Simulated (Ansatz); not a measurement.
# Run report: W, geometry relaxation (part 1 of 2)

System: W (P6₃/mmc, 2 atoms in the cell).
Method: DFT, LDA, PAW with Ansatz's default frozen-core files, fully relativistic files with spin-orbit coupling (Ansatz 0.2.0).

The structure was built on a prototype by a generator; it need not be a known phase. It belongs to a series of runs on one base structure; here: hcp relaxed, PAW files. Figures and captions count atoms from 1; the log counts them from 0 in places.

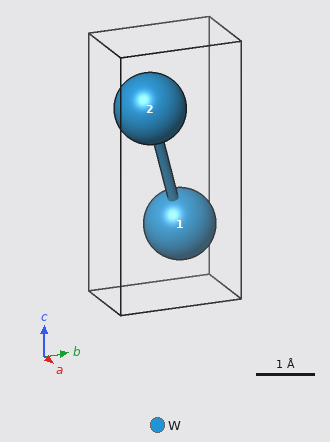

Fig. 1: The input geometry (ball-and-stick view of the cell of the calculation, seen slightly off an axis; atoms are numbered from 1 in the order of the input).

Input:
```yaml
crystal:
  lattice:
    - [2.800733095, 0.0, 0.0]
    - [-1.4003665475, 2.4255060095, 0.0]
    - [0.0, 0.0, 4.5371876139]
  atoms:
    - { symbol: W, position: [0.3333333333, 0.6666666667, 0.25] }
    - { symbol: W, position: [0.6666666667, 0.3333333333, 0.75] }
kpoints:
  mp_grid: { grid: [17, 17, 9] }
scf:
  occupations: { method: fermi_dirac, width: 0.05 }
hamiltonian:
  xc: lda
  pseudopotentials: { kind: paw_fr }
output:
  forces: true
  stress: true
  write_density: true
  write_potential: true
  elf: true
  volumetric_format: npy
relax:
  f_tol: 0.005
  max_steps: 40
  cell: {}
magnetization:
  noncollinear: true
  spin_orbit: true
```

Launched with:
```bash
ansatz run input.yaml --threads 2 --pin off --max-ram 5120MiB --backend cpu --events-out ev --progress --plain --runs-dir out
```

Log:
```
Engine: ansatz 0.2.0, aarch64-unknown-linux-gnu
Pseudopotentials: kind: paw_fr
Pseudopotential: W, paw_fr, valence charge 14, recommended cutoff 420 eV (normal), W.paw.azcp#standard-fr
Functional definition: SPW92
  exchange = slater_x
  correlation = pw_c
non-collinear run that drives no moment, with spin-orbit: no starting moment large enough to seed its density (crystal.atoms[].spin), no starting occupations that ask for one, no magnetisation constraint and no magnetic field, so the semilocal B_xc is pinned to zero
Crystal: 2 atoms, lattice volume = 30.822 Å³
Basis set: ecut = 420 eV, 603 PW (Γ)
Bands: 36, of which v1, the nominal top of the filled ones, is band 28 counted from 1 (27 counted from 0)
Symmetry: 24 space group operations + 24 with time reversal
Magnetic group: BNS 194.264 (UNI 1494), of the structure as read, at distance tolerance 3.1e-5 Å
k-points: 165 of 2601
Projection manifold: j_resolved (fully-relativistic pseudo-atomic orbitals)
Non-local potential: W, projectors of the file, l = 0: 3, l = 1: 4, l = 2: 4, l = 3: 2
PAW form: soft (Blöchl's): semilocal exchange-correlation on the pseudo side does not see the compensation charge
PAW frozen core: W, regenerated for the run's functional, and the local potential with it (the file was generated under x = pbe(κ = 0.804, μ = 0.2195149727645171), c = pbe(β = 0.06672455060314922))
PAW one-centre angular grid: W, 590 points (default); XC on 64 Gauss nodes
Initial density: superposition of atomic densities (chi_scale 0.1, normalization cell)
Initial wavefunctions: pseudopotential atomic-orbital guess
Functional: x = slater, c = lda
SCF iter   1: F=—  HF=-20306.258638 eV  |F-HF|=—  |Δ(HF+E_count)|=         —  Δρ=4.93e-2  dr2=6.81e-1  dr2_m=0.00e0 (ungated)  ethr=3.10e-3  |M|=0.00e0 ∫|m|=0.00e0 μB  |m|>n=0.0e0 m-floor=0.0e0 τ_xc=0.0e0  β_m=0.30  ⟨swp⟩=5.6  Hψ=13953  notcnv=0  defer=12
preconditioner: auto → none  [metal: Δε(μ)=0.008 eV  Ē_g=5.841 eV  σ=0.050 eV  W_gap=0.04  n_scr=8 (ndim 8)  ℏωp=23.2 eV  f_vac=0.000  D(μ)=2.68/eV (n_scr^D=34)  sad-step TF]
SCF iter   2: F=—  HF=-20306.119906 eV  |F-HF|=—  |Δ(HF+E_count)|=   1.39e-1  Δρ=3.66e-2  dr2=3.67e-1  dr2_m=0.00e0 (ungated)  ethr=2.43e-3  |M|=0.00e0 ∫|m|=0.00e0 μB  |m|>n=0.0e0 m-floor=0.0e0 τ_xc=0.0e0  β_m=0.65  ⟨swp⟩=2.0  Hψ=4052  notcnv=0  defer=244
SCF iter   3: F=—  HF=-20305.975596 eV  |F-HF|=—  |Δ(HF+E_count)|=   1.44e-1  Δρ=1.71e-3  dr2=2.74e-4  dr2_m=0.00e0 (ungated)  ethr=1.31e-3  |M|=0.00e0 ∫|m|=0.00e0 μB  |m|>n=0.0e0 m-floor=0.0e0 τ_xc=0.0e0  β_m=0.73  ⟨swp⟩=3.0  Hψ=5331  notcnv=0  defer=244
SCF iter   4: F=—  HF=-20305.975798 eV  |F-HF|=—  |Δ(HF+E_count)|=   2.02e-4  Δρ=2.94e-4  dr2=1.23e-5  dr2_m=0.00e0 (ungated)  ethr=9.77e-7  |M|=0.00e0 ∫|m|=0.00e0 μB  |m|>n=0.0e0 m-floor=0.0e0 τ_xc=0.0e0  β_m=0.78  ⟨swp⟩=2.0  Hψ=5508  notcnv=0  defer=238
SCF iter   5: F=—  HF=-20305.975809 eV  |F-HF|=—  |Δ(HF+E_count)|=   1.05e-5  Δρ=4.13e-5  dr2=3.35e-7  dr2_m=0.00e0 (ungated)  ethr=4.40e-8  |M|=0.00e0 ∫|m|=0.00e0 μB  |m|>n=0.0e0 m-floor=0.0e0 τ_xc=0.0e0  β_m=0.75  ⟨swp⟩=2.8  Hψ=5345  notcnv=0  defer=238
SCF iter   6: F=-20305.975809 eV  HF=-20305.975809 eV  |F-HF|=2.91e-9  |Δ(HF+E_count)|=   3.41e-8  Δρ=7.13e-6  dr2=8.80e-9  dr2_m=0.00e0 (ungated)  ethr=3.57e-10  |M|=0.00e0 ∫|m|=0.00e0 μB  |m|>n=0.0e0 m-floor=0.0e0 τ_xc=0.0e0  ⟨swp⟩=8.2  Hψ=17293  notcnv=0
SCF 1 converged in 6 iterations: F = -20305.975809 eV  dr2 = 8.80e-9
  greatest PAW one-centre occupation: 1.000 electrons in one spin orbital (limit 2), on the W atom at site 1 (counted from 0), in its partial waves of l = 0
relax step   1: F+E_penalty+E_count = -20305.97580887 eV  Δ(F+E_penalty+E_count) = +0.000e0 eV  max|allowed force component| = 4.163e-17 eV/Å  Δτ_max = 0.0000 Å  P = +5.262 GPa  Ω = 30.822 Å³  (6 SCF iters, dr2 threshold 1.00e-7 eV, accepted)
Crystal: 2 atoms, lattice volume = 32.116 Å³
Basis set: ecut = 420 eV, 651 PW (Γ)
Projection manifold: j_resolved (fully-relativistic pseudo-atomic orbitals)
Initial density: handed on by an earlier stage of this run
Initial wavefunctions: those handed on with the density
iter 1 solved again at ethr=1.07e-4 eV; its pass at ethr=3.10e-3 eV (dr2=3.00e-2 eV) is discarded
SCF iter   1: F=—  HF=-20306.074884 eV  |F-HF|=—  |Δ(HF+E_count)|=         —  Δρ=1.12e-2  dr2=3.13e-2  dr2_m=0.00e0 (ungated)  ethr=1.07e-4  |M|=0.00e0 ∫|m|=0.00e0 μB  |m|>n=0.0e0 m-floor=0.0e0 τ_xc=0.0e0  β_m=0.30  ⟨swp⟩=1.5  Hψ=14659  notcnv=0
preconditioner: auto → Kerker (q_TF=auto, 2.667 Å⁻¹)  [metal: Δε(μ)=0.015 eV  Ē_g=5.407 eV  σ=0.050 eV  W_gap=0.07  n_scr=10 (ndim 8)  ℏωp=22.7 eV  f_vac=0.000  D(μ)=2.18/eV (n_scr^D=22)]
spin=Noncollinear: Kerker preconditioning applied to the charge; magnetization (m_x, m_y, m_z) channels mix plain (no charge-response kernel on spin).
SCF iter   2: F=—  HF=-20306.069527 eV  |F-HF|=—  |Δ(HF+E_count)|=   5.36e-3  Δρ=8.26e-3  dr2=1.75e-2  dr2_m=0.00e0 (ungated)  ethr=1.07e-4  |M|=0.00e0 ∫|m|=0.00e0 μB  |m|>n=0.0e0 m-floor=0.0e0 τ_xc=0.0e0  β_m=0.65  ⟨swp⟩=1.0  Hψ=2970  notcnv=0
SCF iter   3: F=—  HF=-20306.062791 eV  |F-HF|=—  |Δ(HF+E_count)|=   6.74e-3  Δρ=7.57e-4  dr2=8.20e-5  dr2_m=0.00e0 (ungated)  ethr=6.26e-5  |M|=0.00e0 ∫|m|=0.00e0 μB  |m|>n=0.0e0 m-floor=0.0e0 τ_xc=0.0e0  β_m=0.82  ⟨swp⟩=2.3  Hψ=4555  notcnv=0
SCF iter   4: F=—  HF=-20306.062786 eV  |F-HF|=—  |Δ(HF+E_count)|=   5.02e-6  Δρ=1.86e-4  dr2=5.98e-6  dr2_m=0.00e0 (ungated)  ethr=2.93e-7  |M|=0.00e0 ∫|m|=0.00e0 μB  |m|>n=0.0e0 m-floor=0.0e0 τ_xc=0.0e0  β_m=0.91  ⟨swp⟩=2.7  Hψ=5475  notcnv=0
SCF iter   5: F=-20306.062785 eV  HF=-20306.062785 eV  |F-HF|=7.47e-9  |Δ(HF+E_count)|=   1.27e-6  Δρ=1.53e-5  dr2=4.32e-8  dr2_m=0.00e0 (ungated)  ethr=7.14e-10  |M|=0.00e0 ∫|m|=0.00e0 μB  |m|>n=0.0e0 m-floor=0.0e0 τ_xc=0.0e0  ⟨swp⟩=7.3  Hψ=18576  notcnv=0
SCF 2 converged in 5 iterations: F = -20306.062785 eV  dr2 = 4.32e-8
relax step   2: F+E_penalty+E_count = -20306.06278464 eV  Δ(F+E_penalty+E_count) = -8.698e-2 eV  max|allowed force component| = 7.401e-17 eV/Å  Δτ_max = 0.0000 Å  P = -6.398 GPa  Ω = 32.116 Å³  energy of the carried Pulay correction = -2.987e-4 eV  (5 SCF iters, dr2 threshold 2.00e-7 eV, accepted)
Crystal: 2 atoms, lattice volume = 32.072 Å³
Basis set: ecut = 420 eV, 647 PW (Γ)
Projection manifold: j_resolved (fully-relativistic pseudo-atomic orbitals)
iter 1 solved again at ethr=1.23e-4 eV; its pass at ethr=3.10e-3 eV (dr2=3.45e-2 eV) is discarded
SCF iter   1: F=—  HF=-20306.102160 eV  |F-HF|=—  |Δ(HF+E_count)|=         —  Δρ=1.10e-2  dr2=3.54e-2  dr2_m=0.00e0 (ungated)  ethr=1.23e-4  |M|=0.00e0 ∫|m|=0.00e0 μB  |m|>n=0.0e0 m-floor=0.0e0 τ_xc=0.0e0  β_m=0.30  ⟨swp⟩=1.3  Hψ=15624  notcnv=0
preconditioner: auto → Kerker (q_TF=auto, 2.667 Å⁻¹)  [metal: Δε(μ)=0.015 eV  Ē_g=5.445 eV  σ=0.050 eV  W_gap=0.08  n_scr=10 (ndim 8)  ℏωp=22.7 eV  f_vac=0.000  D(μ)=1.97/eV (n_scr^D=22)]
spin=Noncollinear: Kerker preconditioning applied to the charge; magnetization (m_x, m_y, m_z) channels mix plain (no charge-response kernel on spin).
SCF iter   2: F=—  HF=-20306.095962 eV  |F-HF|=—  |Δ(HF+E_count)|=   6.20e-3  Δρ=8.08e-3  dr2=1.98e-2  dr2_m=0.00e0 (ungated)  ethr=1.23e-4  |M|=0.00e0 ∫|m|=0.00e0 μB  |m|>n=0.0e0 m-floor=0.0e0 τ_xc=0.0e0  β_m=0.65  ⟨swp⟩=1.0  Hψ=2970  notcnv=0
SCF iter   3: F=—  HF=-20306.088220 eV  |F-HF|=—  |Δ(HF+E_count)|=   7.74e-3  Δρ=7.88e-4  dr2=9.08e-5  dr2_m=0.00e0 (ungated)  ethr=7.05e-5  |M|=0.00e0 ∫|m|=0.00e0 μB  |m|>n=0.0e0 m-floor=0.0e0 τ_xc=0.0e0  β_m=0.82  ⟨swp⟩=2.1  Hψ=4484  notcnv=0
SCF iter   4: F=—  HF=-20306.088214 eV  |F-HF|=—  |Δ(HF+E_count)|=   5.91e-6  Δρ=1.94e-4  dr2=5.86e-6  dr2_m=0.00e0 (ungated)  ethr=3.24e-7  |M|=0.00e0 ∫|m|=0.00e0 μB  |m|>n=0.0e0 m-floor=0.0e0 τ_xc=0.0e0  β_m=0.91  ⟨swp⟩=2.9  Hψ=5468  notcnv=0
SCF iter   5: F=-20306.088213 eV  HF=-20306.088213 eV  |F-HF|=3.80e-9  |Δ(HF+E_count)|=   1.16e-6  Δρ=1.46e-5  dr2=3.11e-8  dr2_m=0.00e0 (ungated)  ethr=7.14e-10  |M|=0.00e0 ∫|m|=0.00e0 μB  |m|>n=0.0e0 m-floor=0.0e0 τ_xc=0.0e0  ⟨swp⟩=7.6  Hψ=18456  notcnv=0
SCF 3 converged in 5 iterations: F = -20306.088213 eV  dr2 = 3.11e-8
relax step   3: F+E_penalty+E_count = -20306.08821273 eV  Δ(F+E_penalty+E_count) = -2.543e-2 eV  max|allowed force component| = 2.035e-16 eV/Å  Δτ_max = 0.0000 Å  P = -4.251 GPa  Ω = 32.072 Å³  energy of the carried Pulay correction = -2.861e-4 eV  (5 SCF iters, dr2 threshold 2.00e-7 eV, accepted)
Crystal: 2 atoms, lattice volume = 31.625 Å³
Basis set: ecut = 420 eV, 623 PW (Γ)
Projection manifold: j_resolved (fully-relativistic pseudo-atomic orbitals)
iter 1 solved again at ethr=1.51e-5 eV; its pass at ethr=3.10e-3 eV (dr2=4.23e-3 eV) is discarded
SCF iter   1: F=—  HF=-20306.105517 eV  |F-HF|=—  |Δ(HF+E_count)|=         —  Δρ=3.96e-3  dr2=4.40e-3  dr2_m=0.00e0 (ungated)  ethr=1.51e-5  |M|=0.00e0 ∫|m|=0.00e0 μB  |m|>n=0.0e0 m-floor=0.0e0 τ_xc=0.0e0  β_m=0.30  ⟨swp⟩=2.1  Hψ=15062  notcnv=0
preconditioner: auto → Kerker (q_TF=auto, 2.673 Å⁻¹)  [metal: Δε(μ)=0.010 eV  Ē_g=5.508 eV  σ=0.050 eV  W_gap=0.05  n_scr=10 (ndim 8)  ℏωp=22.9 eV  f_vac=0.000  D(μ)=2.00/eV (n_scr^D=22)]
spin=Noncollinear: Kerker preconditioning applied to the charge; magnetization (m_x, m_y, m_z) channels mix plain (no charge-response kernel on spin).
SCF iter   2: F=—  HF=-20306.104747 eV  |F-HF|=—  |Δ(HF+E_count)|=   7.70e-4  Δρ=2.91e-3  dr2=2.46e-3  dr2_m=0.00e0 (ungated)  ethr=1.51e-5  |M|=0.00e0 ∫|m|=0.00e0 μB  |m|>n=0.0e0 m-floor=0.0e0 τ_xc=0.0e0  β_m=0.65  ⟨swp⟩=1.0  Hψ=2970  notcnv=0
SCF iter   3: F=—  HF=-20306.103784 eV  |F-HF|=—  |Δ(HF+E_count)|=   9.64e-4  Δρ=2.78e-4  dr2=1.11e-5  dr2_m=0.00e0 (ungated)  ethr=8.79e-6  |M|=0.00e0 ∫|m|=0.00e0 μB  |m|>n=0.0e0 m-floor=0.0e0 τ_xc=0.0e0  β_m=0.82  ⟨swp⟩=2.3  Hψ=4161  notcnv=0
SCF iter   4: F=—  HF=-20306.103783 eV  |F-HF|=—  |Δ(HF+E_count)|=   7.90e-7  Δρ=6.50e-5  dr2=6.57e-7  dr2_m=0.00e0 (ungated)  ethr=3.97e-8  |M|=0.00e0 ∫|m|=0.00e0 μB  |m|>n=0.0e0 m-floor=0.0e0 τ_xc=0.0e0  β_m=0.91  ⟨swp⟩=2.7  Hψ=5445  notcnv=0
SCF iter   5: F=-20306.103783 eV  HF=-20306.103783 eV  |F-HF|=3.78e-10  |Δ(HF+E_count)|=   1.33e-7  Δρ=4.79e-6  dr2=3.24e-9  dr2_m=0.00e0 (ungated)  ethr=7.14e-10  |M|=0.00e0 ∫|m|=0.00e0 μB  |m|>n=0.0e0 m-floor=0.0e0 τ_xc=0.0e0  ⟨swp⟩=8.1  Hψ=16965  notcnv=0
SCF 4 converged in 5 iterations: F = -20306.103783 eV  dr2 = 3.24e-9
relax step   4: F+E_penalty+E_count = -20306.10378258 eV  Δ(F+E_penalty+E_count) = -1.557e-2 eV  max|allowed force component| = 1.156e-18 eV/Å  Δτ_max = 0.0000 Å  P = -1.028 GPa  Ω = 31.625 Å³  energy of the carried Pulay correction = -1.845e-4 eV  (5 SCF iters, dr2 threshold 2.00e-7 eV, accepted)
Crystal: 2 atoms, lattice volume = 31.524 Å³
Projection manifold: j_resolved (fully-relativistic pseudo-atomic orbitals)
iter 1 solved again at ethr=1.54e-7 eV; its pass at ethr=3.10e-3 eV (dr2=4.30e-5 eV) is discarded
SCF iter   1: F=—  HF=-20306.104271 eV  |F-HF|=—  |Δ(HF+E_count)|=         —  Δρ=4.49e-4  dr2=5.95e-5  dr2_m=0.00e0 (ungated)  ethr=1.54e-7  |M|=0.00e0 ∫|m|=0.00e0 μB  |m|>n=0.0e0 m-floor=0.0e0 τ_xc=0.0e0  β_m=0.30  ⟨swp⟩=3.1  Hψ=13722  notcnv=0
preconditioner: auto → Kerker (q_TF=auto, 2.675 Å⁻¹)  [metal: Δε(μ)=0.014 eV  Ē_g=5.530 eV  σ=0.050 eV  W_gap=0.07  n_scr=10 (ndim 8)  ℏωp=22.9 eV  f_vac=0.000  D(μ)=1.99/eV (n_scr^D=22)]
spin=Noncollinear: Kerker preconditioning applied to the charge; magnetization (m_x, m_y, m_z) channels mix plain (no charge-response kernel on spin).
SCF iter   2: F=—  HF=-20306.104261 eV  |F-HF|=—  |Δ(HF+E_count)|=   1.01e-5  Δρ=3.30e-4  dr2=3.29e-5  dr2_m=0.00e0 (ungated)  ethr=1.54e-7  |M|=0.00e0 ∫|m|=0.00e0 μB  |m|>n=0.0e0 m-floor=0.0e0 τ_xc=0.0e0  β_m=0.65  ⟨swp⟩=1.0  Hψ=2970  notcnv=0
SCF iter   3: F=—  HF=-20306.104249 eV  |F-HF|=—  |Δ(HF+E_count)|=   1.26e-5  Δρ=3.25e-5  dr2=2.00e-7  dr2_m=0.00e0 (ungated)  ethr=7.14e-10  |M|=0.00e0 ∫|m|=0.00e0 μB  |m|>n=0.0e0 m-floor=0.0e0 τ_xc=0.0e0  β_m=0.82  ⟨swp⟩=7.6  Hψ=20117  notcnv=0
SCF iter   4: F=-20306.104249 eV  HF=-20306.104249 eV  |F-HF|=1.54e-9  |Δ(HF+E_count)|=   5.13e-8  Δρ=7.30e-6  dr2=7.29e-9  dr2_m=0.00e0 (ungated)  ethr=7.14e-10  |M|=0.00e0 ∫|m|=0.00e0 μB  |m|>n=0.0e0 m-floor=0.0e0 τ_xc=0.0e0  ⟨swp⟩=7.7  Hψ=15816  notcnv=0
SCF 5 converged in 4 iterations: F = -20306.104249 eV  dr2 = 7.29e-9
relax step   5: F+E_penalty+E_count = -20306.10424873 eV  Δ(F+E_penalty+E_count) = -4.662e-4 eV  max|allowed force component| = 9.021e-17 eV/Å  Δτ_max = 0.0000 Å  P = +0.029 GPa  Ω = 31.524 Å³  energy of the carried Pulay correction = -1.610e-4 eV  (4 SCF iters, dr2 threshold 2.00e-7 eV, accepted)
Projection manifold: j_resolved (fully-relativistic pseudo-atomic orbitals)
Initial wavefunctions: pseudopotential atomic-orbital guess (no wavefunctions were taken with the density)
iter 1 solved again at ethr=2.64e-8 eV; its pass at ethr=3.10e-3 eV (dr2=7.39e-6 eV) is discarded
SCF iter   1: F=—  HF=-20306.104553 eV  |F-HF|=—  |Δ(HF+E_count)|=         —  Δρ=2.36e-4  dr2=6.12e-7  dr2_m=0.00e0 (ungated)  ethr=2.64e-8  |M|=0.00e0 ∫|m|=0.00e0 μB  |m|>n=0.0e0 m-floor=0.0e0 τ_xc=0.0e0  β_m=0.30  ⟨swp⟩=3.8  Hψ=22167  notcnv=0
preconditioner: auto → Kerker (q_TF=auto, 2.675 Å⁻¹)  [metal: Δε(μ)=0.018 eV  Ē_g=5.530 eV  σ=0.050 eV  W_gap=0.09  n_scr=10 (ndim 8)  ℏωp=22.9 eV  f_vac=0.000  D(μ)=1.99/eV (n_scr^D=22)]
spin=Noncollinear: Kerker preconditioning applied to the charge; magnetization (m_x, m_y, m_z) channels mix plain (no charge-response kernel on spin).
SCF iter   2: F=—  HF=-20306.104555 eV  |F-HF|=—  |Δ(HF+E_count)|=   2.04e-6  Δρ=1.67e-4  dr2=3.09e-7  dr2_m=0.00e0 (ungated)  ethr=2.19e-9  |M|=0.00e0 ∫|m|=0.00e0 μB  |m|>n=0.0e0 m-floor=0.0e0 τ_xc=0.0e0  β_m=0.65  ⟨swp⟩=1.0  Hψ=2970  notcnv=0
SCF iter   3: F=—  HF=-20306.104557 eV  |F-HF|=—  |Δ(HF+E_count)|=   2.34e-6  Δρ=1.89e-6  dr2=5.45e-10  dr2_m=0.00e0 (ungated)  ethr=1.10e-9  |M|=0.00e0 ∫|m|=0.00e0 μB  |m|>n=0.0e0 m-floor=0.0e0 τ_xc=0.0e0  β_m=0.82  ⟨swp⟩=1.0  Hψ=2970  notcnv=0
SCF iter   4: F=—  HF=-20306.104557 eV  |F-HF|=—  |Δ(HF+E_count)|=  5.06e-10  Δρ=5.62e-7  dr2=5.09e-11  dr2_m=0.00e0 (ungated)  ethr=1.00e-12  |M|=0.00e0 ∫|m|=0.00e0 μB  |m|>n=0.0e0 m-floor=0.0e0 τ_xc=0.0e0  β_m=0.91  ⟨swp⟩=7.6  Hψ=15328  notcnv=0
SCF iter   5: F=-20306.104557 eV  HF=-20306.104557 eV  |F-HF|=0.00e0  |Δ(HF+E_count)|=  7.28e-12  Δρ=1.10e-7  dr2=2.29e-12  dr2_m=0.00e0 (ungated)  ethr=1.00e-12  |M|=0.00e0 ∫|m|=0.00e0 μB  |m|>n=0.0e0 m-floor=0.0e0 τ_xc=0.0e0  ⟨swp⟩=5.4  Hψ=11518  notcnv=0
SCF 6 converged in 5 iterations: F = -20306.104557 eV  dr2 = 2.29e-12
relax step   6: F+E_penalty+E_count = -20306.10455739 eV  Δ(F+E_penalty+E_count) = -3.087e-4 eV  max|allowed force component| = 6.823e-17 eV/Å  Δτ_max = 0.0000 Å  P = +0.036 GPa  Ω = 31.524 Å³  stress off target by 3.83e-2 GPa  SCF on the basis re-selected at this cell (its energy is not comparable with the rows above)  (5 SCF iters)
```

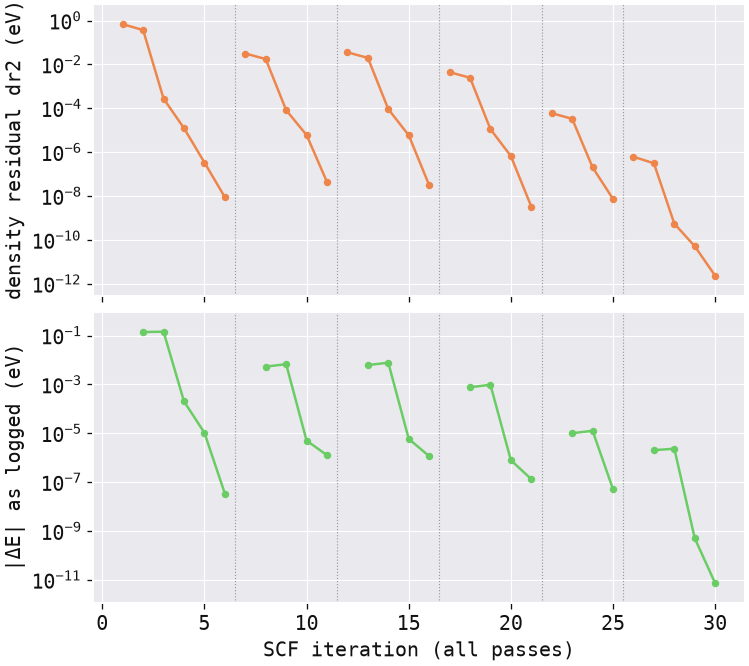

Fig. 2: Convergence of the self-consistent field: density residual dr2 and size of the energy change against the SCF iteration. The dotted lines part the SCF passes of the relaxation: geometry steps, rejected trials and re-solves on a re-selected basis. The 6 passes take 4 to 6 iterations each, 30 in all.

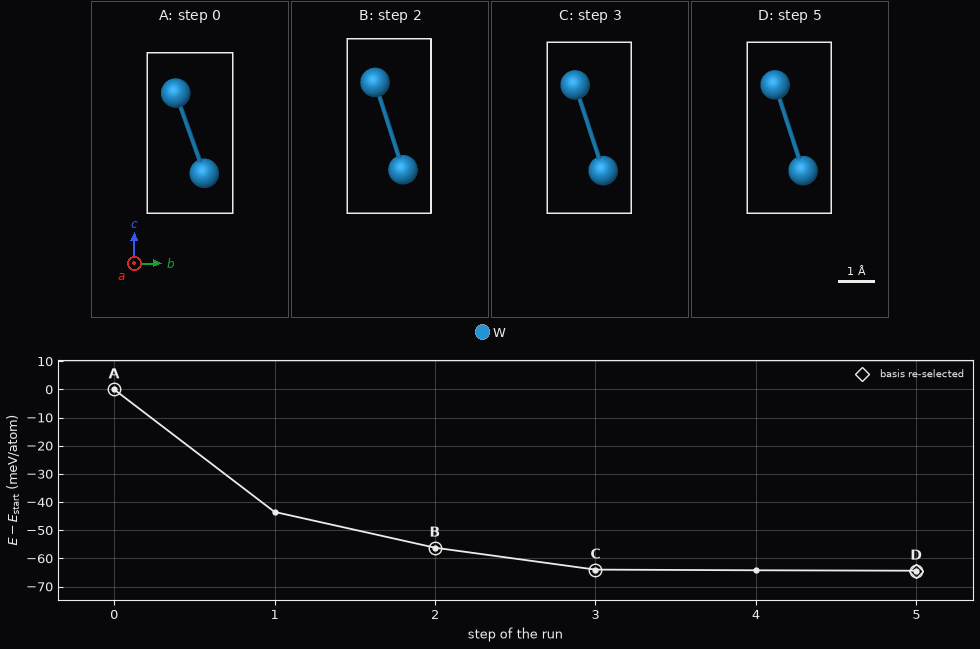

Fig. 3: Frames of the relaxation (ball-and-stick view of the cell of the calculation, along the a axis) above the curves, on which the letters mark them (the first geometry is step 0 here and step 1 in the log).
